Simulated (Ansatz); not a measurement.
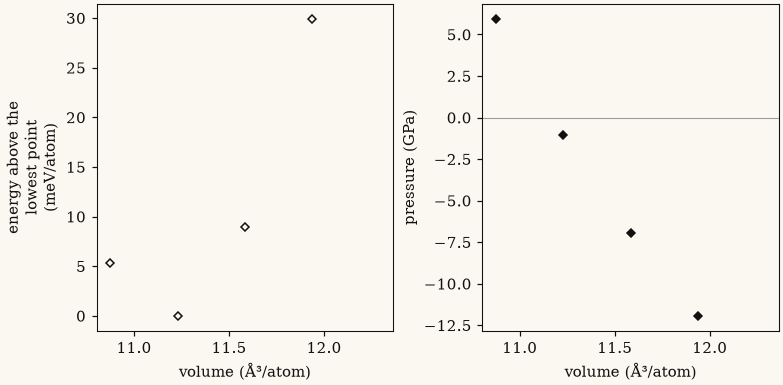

The figure shows the energy above the lowest point and pressure against volume for AlFe, space group Pm-3m (No. 221) (one of a set of cubic test structures, which need not be the stable phase).

Calculation (Ansatz 0.2.0 development build): equation of state of a cubic crystal from periodic Kohn-Sham density functional theory without spin, third-order Birch-Murnaghan fit to the free energies; pressure corrected for the finite basis. Level: HSE06.

structure type CsCl; atoms in cell 2; space group number 221; lattice centring simple cubic; k mesh 4×4×4; occupation method Fermi–Dirac; occupation width 0.1 eV; wave cutoff 310 eV; datasets all-electron datasets; density tolerance 1e−09 eV; bands 19; density cutoff ratio 4; nucleus point; search for lower states default; exchange singularity regularized.

The point at volume 12.29 Å³/atom is left out of the plot. What does the calculation give there?

```json
{"volume (Å³/atom)": "12.29", "energy above the lowest point (meV/atom)": "61.0", "pressure (GPa)": "-16.1"}
```

Caveats: coarse k-mesh, values are not converged in k; no spin polarisation, a magnetic state may lie lower.
